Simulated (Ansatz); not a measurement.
# C: a changed input and its effect

System: C (2 atoms in the cell).
Method of run 1: DFT, LDA (PW92), plane waves (420 eV) with PAW, scalar-relativistic, no spin polarisation (Ansatz 0.2.0).

Text and figures count atoms from 1; the logs count them from 0 in places.

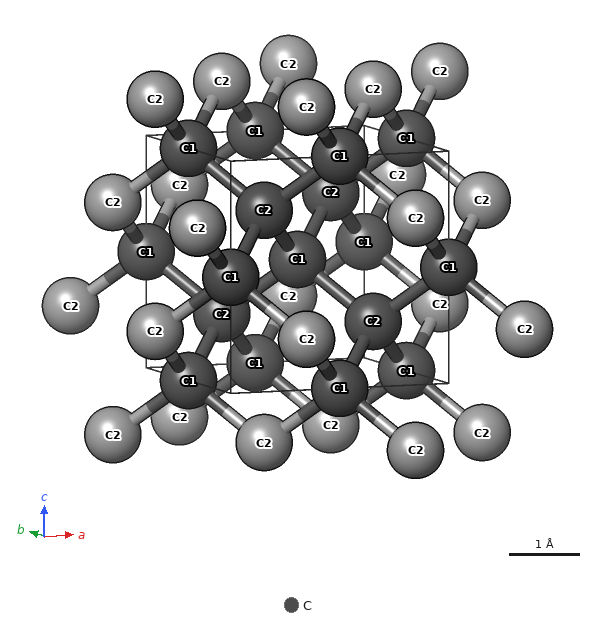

**Figure 1.** The structure as given in the input (ball-and-stick view of the cell 4 times as large as that of the calculation, set on its symmetry axes, seen slightly off an axis; neighbours outside the cell are drawn fainter; atoms are numbered from 1 in the order of the input). Near neighbours in the crystal (not all of them lie inside the picture): C has 4 C at 1.47 Å.

### Input file, run 1
```yaml
crystal:
  lattice:
    - [0.0, 1.6922216429, 1.6922216429]
    - [1.6922216429, 0.0, 1.6922216429]
    - [1.6922216429, 1.6922216429, 0.0]
  atoms:
    - { symbol: C, position: [0.5, 0.5, 0.5] }
    - { symbol: C, position: [0.75, 0.75, 0.75] }
hamiltonian:
  xc: lda
  pseudopotentials:
    kind: paw
    azcp:
      C: "pseudopotentials/C.paw.azcp"
basis:
  ecutwfc: 420
  fft_grid_basis: typed
kpoints:
  mp_grid: { grid: [13, 13, 13], shift: [0, 0, 0] }
magnetization:
  spin_polarized: false
scf:
  occupations: { method: fermi_dirac, width: 0.05 }
  lower_state_search: "off"
output:
  stress: true
```

Hardware: 2 threads of an Arm (aarch64) CPU, shared host.

### Output, shortened to warnings, some set-up lines, iterations and results (run 1)
```
Warning: [file] the record states the generating functional pbe (its physics header spells it `PBE`), which answers neither for hamiltonian.xc's functional nor for the lda family's — results may be inconsistent (PPs are generated against a specific XC)
Basis set: ecut = 420 eV, 169 PW (Γ)
Symmetry: 48 space group operations
k-points: 84 of 2197
Initial density: superposition of atomic densities (neutral atoms: chi_scale 0, normalization atom), corrected by the library's trained network
[...]
SCF iter   1: F=—  HF=-485.706458 eV  |F-HF|=—  |Δ(HF+E_count)|=         —  Δρ=1.07e-2  dr2=6.23e-3  ethr=1.77e-3  ⟨swp⟩=4.7  Hψ=4349  notcnv=0
SCF iter   2: F=—  HF=-485.704466 eV  |F-HF|=—  |Δ(HF+E_count)|=   1.99e-3  Δρ=4.40e-3  dr2=8.66e-4  ethr=7.79e-5  ⟨swp⟩=1.0  Hψ=1344  notcnv=0
SCF iter   3: F=—  HF=-485.704189 eV  |F-HF|=—  |Δ(HF+E_count)|=   2.77e-4  Δρ=5.07e-4  dr2=6.81e-6  ethr=1.08e-5  ⟨swp⟩=2.0  Hψ=970  notcnv=0
SCF iter   4: F=—  HF=-485.704188 eV  |F-HF|=—  |Δ(HF+E_count)|=   1.27e-6  Δρ=2.89e-5  dr2=4.37e-8  ethr=8.51e-8  ⟨swp⟩=1.3  Hψ=706  notcnv=0
SCF iter   5: F=-485.704188 eV  HF=-485.704188 eV  |F-HF|=2.30e-11  |Δ(HF+E_count)|=  2.38e-10  Δρ=4.66e-6  dr2=4.26e-10  ethr=5.46e-10  ⟨swp⟩=2.1  Hψ=994  notcnv=0
SCF iter   6: F=-485.704188 eV  HF=-485.704188 eV  |F-HF|=2.34e-11  |Δ(HF+E_count)|=  1.46e-11  Δρ=1.94e-6  dr2=8.25e-11  ethr=5.32e-12  ⟨swp⟩=1.0  Hψ=1774  notcnv=0
SCF 1 converged in 6 iterations: F = -485.704188 eV  dr2 = 8.25e-11
SCF converged after 6 iterations
Free energy (F): -485.704188 eV
Harris-Foulkes:  -485.704188 eV  (|F-HF|=2.34e-11)
Internal energy: -485.704188 eV  (E = F + TS)
E sigma→0 (E₀):  -485.704188 eV
Fermi energy:    18.301548 eV
--- Per-component energies (eV) ---
  E_band       = 49.103137
  E_kinetic    = 196.036917
  E_local      = -113.163199  (includes V_loc(G=0)·N_el)
  E_nonlocal   = 57.819597
  E_hartree    = 24.509142
  E_xc         = -99.649647
  E_vxc        = -124.195161  (∫ρ·V_xc dr)
  E_paw        = -184.679033  (= ΣΔE_a)
  E_vpaw       = -16.413312  (= ΣTr[D̂ρ^β])
  E_aug_tail   = 0.000022  (compensation charges beyond the density's cutoff)
  E_ewald      = -366.703652
  E_core_change = 0.125665  (= ΣΔE_core)
  E_smearing   = -0.000000  (= −TS)
  E_closure    = 0.000000  (closes the sum)
  Σ components = -485.704188   (vs F -485.704188, Δ=0.00e0)
--- Stress (GPa, compression-positive) ---
       75.203313      -0.000000       0.000000
       -0.000000      75.203313      -0.000000
        0.000000       0.000000      75.203313
  P = ⅓ Tr σ = 75.2033 GPa (752.033 kbar)
```

For run 2 the input was changed thus:
```diff
-    - [0.0, 1.6922216429, 1.6922216429]
-    - [1.6922216429, 0.0, 1.6922216429]
-    - [1.6922216429, 1.6922216429, 0.0]
+    - [0.0, 1.7174824066, 1.7174824066]
+    - [1.7174824066, 0.0, 1.7174824066]
+    - [1.7174824066, 1.7174824066, 0.0]
```

What does this change do to the results?

With the same functional and potentials, run 2 lies 82.1 meV per atom lower. The pressure goes from 75.20 to 45.29 GPa. The volume per atom goes from 4.85 to 5.07 Å³. The cell is scaled evenly with the atoms at fixed fractional positions, so −ΔP/Δ ln V estimates the bulk modulus midway between the two volumes: about 670 GPa. The number of SCF iterations is the same. The plane waves at Γ go from 169 to 181.

### Output, shortened to warnings, some set-up lines, iterations and results (run 2)
```
Warning: [file] the record states the generating functional pbe (its physics header spells it `PBE`), which answers neither for hamiltonian.xc's functional nor for the lda family's — results may be inconsistent (PPs are generated against a specific XC)
Basis set: ecut = 420 eV, 181 PW (Γ)
Symmetry: 48 space group operations
k-points: 84 of 2197
Initial density: superposition of atomic densities (neutral atoms: chi_scale 0, normalization atom), corrected by the library's trained network
[...]
SCF iter   1: F=—  HF=-485.869909 eV  |F-HF|=—  |Δ(HF+E_count)|=         —  Δρ=9.25e-3  dr2=4.31e-3  ethr=1.77e-3  ⟨swp⟩=4.6  Hψ=4338  notcnv=0
SCF iter   2: F=—  HF=-485.868692 eV  |F-HF|=—  |Δ(HF+E_count)|=   1.22e-3  Δρ=4.06e-3  dr2=6.91e-4  ethr=5.39e-5  ⟨swp⟩=1.0  Hψ=1344  notcnv=0
SCF iter   3: F=—  HF=-485.868486 eV  |F-HF|=—  |Δ(HF+E_count)|=   2.05e-4  Δρ=3.84e-4  dr2=4.40e-6  ethr=8.64e-6  ⟨swp⟩=1.4  Hψ=756  notcnv=0
SCF iter   4: F=—  HF=-485.868486 eV  |F-HF|=—  |Δ(HF+E_count)|=   8.64e-7  Δρ=2.16e-5  dr2=1.11e-8  ethr=5.50e-8  ⟨swp⟩=2.3  Hψ=910  notcnv=0
SCF iter   5: F=-485.868486 eV  HF=-485.868486 eV  |F-HF|=1.01e-10  |Δ(HF+E_count)|=   7.12e-9  Δρ=3.89e-6  dr2=3.18e-10  ethr=1.39e-10  ⟨swp⟩=2.0  Hψ=878  notcnv=0
SCF iter   6: F=-485.868486 eV  HF=-485.868486 eV  |F-HF|=3.98e-13  |Δ(HF+E_count)|=  1.02e-10  Δρ=2.24e-7  dr2=1.18e-12  ethr=3.98e-12  ⟨swp⟩=1.1  Hψ=1719  notcnv=0
SCF 1 converged in 6 iterations: F = -485.868486 eV  dr2 = 1.18e-12
SCF converged after 6 iterations
Free energy (F): -485.868486 eV
Harris-Foulkes:  -485.868486 eV  (|F-HF|=3.98e-13)
Internal energy: -485.868486 eV  (E = F + TS)
E sigma→0 (E₀):  -485.868486 eV
Fermi energy:    17.357078 eV
--- Per-component energies (eV) ---
  E_band       = 44.419746
  E_kinetic    = 192.611056
  E_local      = -116.303602  (includes V_loc(G=0)·N_el)
  E_nonlocal   = 57.051012
  E_hartree    = 25.070296
  E_xc         = -98.786865
  E_vxc        = -123.076992  (∫ρ·V_xc dr)
  E_paw        = -184.325896  (= ΣΔE_a)
  E_vpaw       = -16.002332  (= ΣTr[D̂ρ^β])
  E_aug_tail   = 0.000017  (compensation charges beyond the density's cutoff)
  E_ewald      = -361.310168
  E_core_change = 0.125665  (= ΣΔE_core)
  E_smearing   = -0.000000  (= −TS)
  E_closure    = 0.000000  (closes the sum)
  Σ components = -485.868486   (vs F -485.868486, Δ=0.00e0)
--- Stress (GPa, compression-positive) ---
       45.288424       0.000000       0.000000
        0.000000      45.288424      -0.000000
        0.000000       0.000000      45.288424
  P = ⅓ Tr σ = 45.2884 GPa (452.884 kbar)
```

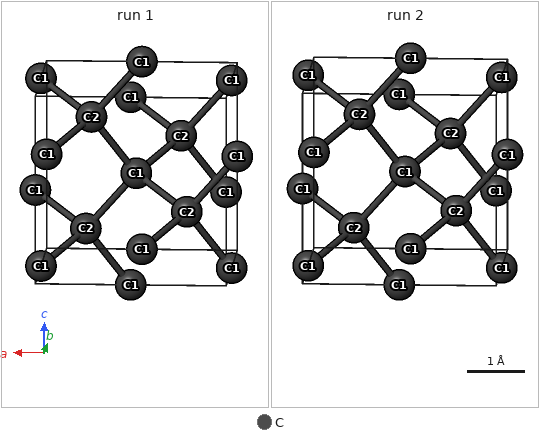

**Figure 2.** The two input geometries at one scale (ball-and-stick view of the cell 4 times as large as that of the calculation, set on its symmetry axes, seen at an oblique angle). The atoms keep their places relative to the cell (all moves are under 0.005 Å). The volume changes by +4.5 %, with a = b = c 3.384 → 3.435 Å (+1.5 %). Among the contacts that change: C1–C2 1.466 → 1.487 Å.

### The two runs side by side

```csv
quantity,run 1,run 2
outcome,converged,converged
free energy per atom (eV),−242.8521,−242.9342
pressure (GPa),75.20,45.29
volume per atom (Å³),4.85,5.07
SCF iterations,6,6
irreducible k-points,84,84
plane waves at Γ,169,181
```

For both runs: Warnings: the PAW datasets were made with another functional. For run 1: The cell is under a pressure of 75 GPa at this level, so it is not at its equilibrium volume. For run 2: The cell is under a pressure of 45 GPa at this level, so it is not at its equilibrium volume.
